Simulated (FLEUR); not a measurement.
**A series of single points on BaTiO3**

System: BaTiO3 (P4mm, 5 atoms in the cell).
Method: Kohn-Sham DFT of a periodic cell, PBE, all-electron, no spin polarisation (FLEUR MaX-R8.1 (later development tree)).

The 5 runs differ only in the geometry, by an even scaling of the cell at fixed fractional positions. The structure derives from an entry of the Crystallography Open Database.

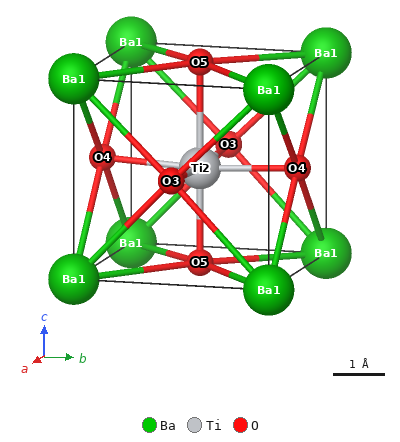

Figure 1. The structure of run 3 (ball-and-stick view of the cell of the calculation, seen slightly off an axis; atoms are numbered from 1 in the order of the input).

**Input of run 3**
```
<?xml version="1.0" encoding="UTF-8" standalone="no"?>
<fleurInput fleurInputVersion="0.39">
   <comment>
      BaTiO3                                                                                              
   </comment>
   <calculationSetup>
      <cutoffs Kmax="4.5" Gmax="22.5" GmaxXC="22.5" numbands="0"/>
      <scfLoop itmax="60" minDistance="0.00001" maxIterBroyd="15" imix="Anderson" alpha="0.05" precondParam="0.0" spinf="2.0" sdNocoIR="T"/>
      <coreElectrons ctail="T" frcor="F" kcrel="0" coretail_lmax="0"/>
      <xcFunctional name="pbe" relativisticCorrections="F"/>
      <magnetism jspins="1"/>
      <soc l_soc="F" theta="0.0" phi="0.0" spav="F"/>
      <expertModes spex="0" secvar="F"/>
      <geometryOptimization l_f="F" forcealpha="1.0" forcemix="BFGS" epsdisp="0.00001" epsforce="0.00001"/>
      <ldaU l_linMix="F" mixParam="0.05" spinf="1.0"/>
   </calculationSetup>
   <cell>
      <bzIntegration valenceElectrons="50.0" mode="hist" fermiSmearingEnergy="0.00183747">
         <kPointListSelection listName="default-1"/>
         <!-- k-points included here -->
         <xi:include xmlns:xi="http://www.w3.org/2001/XInclude" href="kpts.xml"> </xi:include>
      </bzIntegration>
      <!-- symmetry operations included here -->
      <xi:include xmlns:xi="http://www.w3.org/2001/XInclude" href="sym.xml"> </xi:include>
      <bulkLattice scale="1.0000000000">
         <bravaisMatrix>
            <row-1>    7.5585265531750796     0.0000000000000000     0.0000000000000000</row-1>
            <row-2>    0.0000000000000000     7.5585265531750796     0.0000000000000000</row-2>
            <row-3>    0.0000000000000000     0.0000000000000000     7.5929195686427988</row-3>
         </bravaisMatrix>
      </bulkLattice>
   </cell>
   <atomSpecies>
      <species name="Barium (Ba)" element="Ba" atomicNumber="56">
         <mtSphere radius="2.66" gridPoints="879" logIncrement="0.015"/>
         <atomicCutoffs lmax="10" lnonsphr="8"/>
         <electronConfig flipSpins="F">
            <coreConfig>(1s1/2) (2s1/2) (2p1/2) (2p3/2) (3s1/2) (3p1/2) (3p3/2) (4s1/2) (3d3/2) (3d5/2) (4p1/2) (4p3/2)</coreConfig>
            <valenceConfig>(5s1/2) (4d3/2) (4d5/2) (5p1/2) (5p3/2) (6s1/2)</valenceConfig>
         </electronConfig>
         <energyParameters s="6" p="5" d="4" f="4"/>
         <lo type="SCLO" l="0" n="5" eDeriv="0"/>
         <lo type="HELO" l="1" n="6" eDeriv="0"/>
         <lo type="HELO" l="1" n="6" eDeriv="1"/>
         <lo type="HELO" l="2" n="5" eDeriv="0"/>
         <lo type="HELO" l="2" n="5" eDeriv="1"/>
         <lo type="SCLO" l="3" n="4" eDeriv="2"/>
      </species>
      <species name="Titanium (Ti)" element="Ti" atomicNumber="22">
         <mtSphere radius="1.82" gridPoints="621" logIncrement="0.019"/>
         <atomicCutoffs lmax="7" lnonsphr="5"/>
         <electronConfig flipSpins="F">
            <coreConfig>(1s1/2) (2s1/2) (2p1/2) (2p3/2)</coreConfig>
            <valenceConfig>(3s1/2) (3p1/2) (3p3/2) (4s1/2) (3d3/2) (3d5/2)</valenceConfig>
            <stateOccupation state="(3d3/2)" spinUp="0.400000" spinDown="0.400000"/>
            <stateOccupation state="(3d5/2)" spinUp="0.600000" spinDown="0.600000"/>
         </electronConfig>
         <energyParameters s="4" p="4" d="3" f="4"/>
         <lo type="SCLO" l="0" n="3" eDeriv="0"/>
         <lo type="SCLO" l="1" n="3" eDeriv="0"/>
         <lo type="SCLO" l="1" n="3" eDeriv="1"/>
         <lo type="SCLO" l="2" n="3" eDeriv="2"/>
         <lo type="SCLO" l="3" n="4" eDeriv="2"/>
      </species>
      <species name="Oxygen (O)" element="O" atomicNumber="8">
         <mtSphere radius="1.39" gridPoints="477" logIncrement="0.022"/>
         <atomicCutoffs lmax="6" lnonsphr="4"/>
         <electronConfig flipSpins="F">
            <coreConfig>(1s1/2)</coreConfig>
            <valenceConfig>(2s1/2) (2p1/2) (2p3/2)</valenceConfig>
            <stateOccupation state="(2p1/2)" spinUp="0.666667" spinDown="0.666667"/>
            <stateOccupation state="(2p3/2)" spinUp="1.333333" spinDown="1.333333"/>
         </electronConfig>
         <energyParameters s="2" p="2" d="3" f="4"/>
         <lo type="SCLO" l="0" n="2" eDeriv="2"/>
         <lo type="SCLO" l="1" n="2" eDeriv="2"/>
         <lo type="SCLO" l="2" n="3" eDeriv="2"/>
      </species>
   </atomSpecies>
   <atomGroups>
      <atomGroup species="Barium (Ba)">
         <relPos label="                   1">.0000000000 .0000000000 .0000000000</relPos>
         <force calculate="T" relaxXYZ="TTT"/>
      </atomGroup>
      <atomGroup species="Titanium (Ti)">
         <relPos label="                   2">1.000/2.000 1.000/2.000 .4900000000</relPos>
         <force calculate="T" relaxXYZ="TTT"/>
      </atomGroup>
      <atomGroup species="Oxygen (O)">
         <relPos label="                   3">.0000000000 1.000/2.000 -.4830000000</relPos>
         <relPos label="                   4">1.000/2.000 .0000000000 -.4830000000</relPos>
         <force calculate="T" relaxXYZ="TTT"/>
      </atomGroup>
      <atomGroup species="Oxygen (O)">
         <relPos label="                   5">1.000/2.000 1.000/2.000 .0190000000</relPos>
         <force calculate="T" relaxXYZ="TTT"/>
      </atomGroup>
   </atomGroups>
   <output dos="F" band="F" slice="F">
      <checks vchk="F" cdinf="F"/>
      <bandDOS minEnergy="-.5*Htr" maxEnergy="0.5*Htr" sigma="0.015" storeEVData="T"/>
      <vacuumDOS vacdos="F" integ="F" star="F" nstars="0" locx1="0.0" locy1="0.0" locx2="0.0" locy2="0.0" nstm="0" tworkf="0.0"/>
      <unfoldingBand unfoldBand="F" supercellX="1" supercellY="1" supercellZ="1"/>
      <plotting iplot="0" polar="F">
         <plot TwoD="T" vec1="  1.0  0.0  0.0" vec2="  0.0  1.0  0.0" vec3="  0.0  0.0  1.0" zero="  0.0  0.0  0.0" file="plot"/>
      </plotting>
      <chargeDensitySlicing numkpt="0" minEigenval="0.0" maxEigenval="0.0" nnne="0" pallst="F"/>
      <specialOutput eonly="F"/>
      <moessbauerParams electricFieldGradient="T" isomerShift="T" coreHyperfine="T" valenceHyperfine="T"/>
      <magneticCircularDichroism mcd="F" energyLo="-10.0" energyUp="0.0"/>
   </output>
  <!-- We include the file relax.xml here to enable relaxations (see documentation) -->
  <xi:include xmlns:xi="http://www.w3.org/2001/XInclude" href="relax.xml"> <xi:fallback/> </xi:include>
</fleurInput>
```

Command:
```bash
inpgen -f crystal.txt -profile moderate; fleur_MPI
```

Lattice vectors (Å) and fractional positions of run 3:
```
   3.999800    0.000000    0.000000
   0.000000    3.999800    0.000000
   0.000000    0.000000    4.018000
Ba  0.000000  0.000000  0.000000
Ti  0.500000  0.500000  0.490000
O   0.000000  0.500000  0.517000
O   0.500000  0.000000  0.517000
O   0.500000  0.500000  0.019000
```

Run 4 has the same physical settings and fractional positions; its lattice vectors (Å) are:
```
   4.052435    0.000000    0.000000
   0.000000    4.052435    0.000000
   0.000000    0.000000    4.070874
```

**Results, with one run withheld**

```csv
run,volume per atom (Å³),"free energy per atom, from the lowest run given (meV)",gap on the mesh (eV)
1,12.085,36.88,2.06
2,12.342,17.78,2.01
3,12.856,0.00,1.92
4,13.371,?,?
5,13.628,12.96,1.78
```

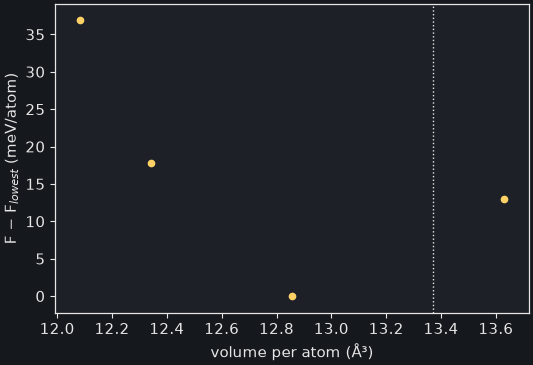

Figure 2. Free energy per atom of the runs given; the dotted line marks run 4.

Fit the runs given and predict run 4.

A quadratic polynomial in V^(−2/3) (the Birch–Murnaghan form), fitted to the 4 runs given, misses them by at most 0.19 meV per atom. With x = V^(−2/3) − 0.18366 Å⁻², it reads F = 2.7055 + 2616.1 x + 4.5796e+05 x² (meV per atom). At run 4 it gives 3.94 meV per atom, and the run itself gives 3.56. The fit has its minimum at 13.007 Å³ per atom, where V d²F/dV² gives 164 GPa. Cell shape and fractional positions are held, so this is the stiffness under even scaling; the relaxed bulk modulus wasn't computed. The gap on the mesh goes, without turning, from 2.06 eV in run 1 to 1.78 eV in run 5; run 4 has 1.82 eV. These are gaps of this functional on this mesh, which can miss the band edges; they aren't the measured gap.

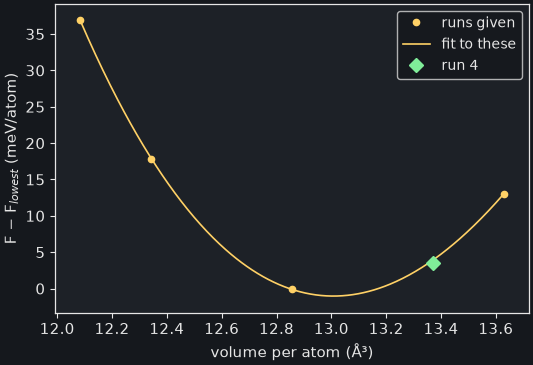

Figure 3. The fit and the withheld run.

**Output (run 4)**
```
Welcome to FLEUR        (www.flapw.de)
      MaX-Release 8.1          (www.max-centre.eu)

 ========== k-point set info ==========
 Selected k-point list: default-1
 k-point list type: mesh
 7 x 7 x 7
 Number of k points: 40

 ------------Calculation Setup---------------------------
 Number of MPI-tasks      :            1
 Number of PE/node        :            1
 Number of OMP-threads    :            1
 Most efficient MPI parallelization for:
           1           2           4           5           8          10          20          40
 Additional eigenvalue parallelization possible
 Number of basis functions:          949
 Approximate size of matrices (H+S) per k-point:         0.027 GB
 --------------------------------------------------------

 Iteration:     1   Distance:      27.87205341 me/bohr^3

 Iteration:     2   Distance:      23.05356827 me/bohr^3

 Iteration:     3   Distance:       8.41096579 me/bohr^3

 Iteration:     4   Distance:       7.45078851 me/bohr^3

 Iteration:     5   Distance:       5.48895943 me/bohr^3

 Iteration:     6   Distance:       2.72812628 me/bohr^3

 Iteration:     7   Distance:       0.69726494 me/bohr^3

 Iteration:     8   Distance:       0.49286841 me/bohr^3

 Iteration:     9   Distance:       0.49731563 me/bohr^3

 Iteration:    10   Distance:       0.09705466 me/bohr^3

 Iteration:    11   Distance:       0.06751856 me/bohr^3

 Iteration:    12   Distance:       0.01760865 me/bohr^3

 Iteration:    13   Distance:       0.01313715 me/bohr^3

 Iteration:    14   Distance:       0.01284708 me/bohr^3

 Iteration:    15   Distance:       0.01096938 me/bohr^3

 Iteration:    16   Distance:       0.00803598 me/bohr^3

 Iteration:    17   Distance:       0.00219601 me/bohr^3

 Iteration:    18   Distance:       0.00086978 me/bohr^3

 Iteration:    19   Distance:       0.00038807 me/bohr^3

 Iteration:    20   Distance:       0.00030664 me/bohr^3

 Iteration:    21   Distance:       0.00014254 me/bohr^3

 Iteration:    22   Distance:       0.00003767 me/bohr^3

 Iteration:    23   Distance:       0.00004247 me/bohr^3

 Iteration:    24   Distance:       0.00000719 me/bohr^3

 ********************************************************************
 Run finished successfully
 Stop message:
   all done
 ********************************************************************
```
